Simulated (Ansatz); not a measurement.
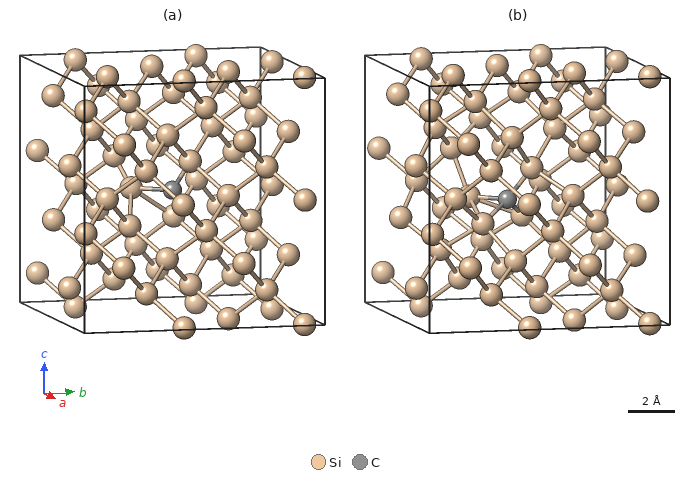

The structure of a defect cell of composition Si$_{64}$C (cell charge −2) before (left) and after (right) a relaxation, at one scale.

The picture is a ball-and-stick view of the cell of the calculation (origin shifted), seen slightly off an axis.

Computed with DFT, PBEsol, PAW, plane waves in Ansatz 0.2.0. Set-up: plane-wave cutoff 420 eV; k-point mesh 1 × 1 × 1; mesh shifted by (0.25, 0.25, 0.25); collinear spin; atoms relaxed in a fixed cell; force threshold 0.03 eV/Å; at most 80 steps.

> Summarise the run.

The C atom moves most: 0.65 Å roughly along [−1 −1 −1]. By element the largest moves are C 0.65 Å, Si 0.53 Å. The cell stays as it was. Near-neighbour distances that change, for instance: C–Si 2.625 → 1.947 Å, Si–Si 1.611 → 2.258 Å, Si–Si 3.484 → 2.854 Å, C–Si 2.563 → 1.935 Å. Bond angles that change, for instance: Si–Si–Si 89.6° → 69.7°, Si–Si–Si 88.2° → 70.1°, Si–Si–Si 87.8° → 72.6°. The energy falls by 9.289 eV per cell of the calculation in 7 geometry steps. The largest force component goes from 25 to 0.022 eV/Å. The program noted that the starting moments weren't kept.

Limits of the set-up: the cell is charged, on a uniform background, and energies carry no finite-size correction.
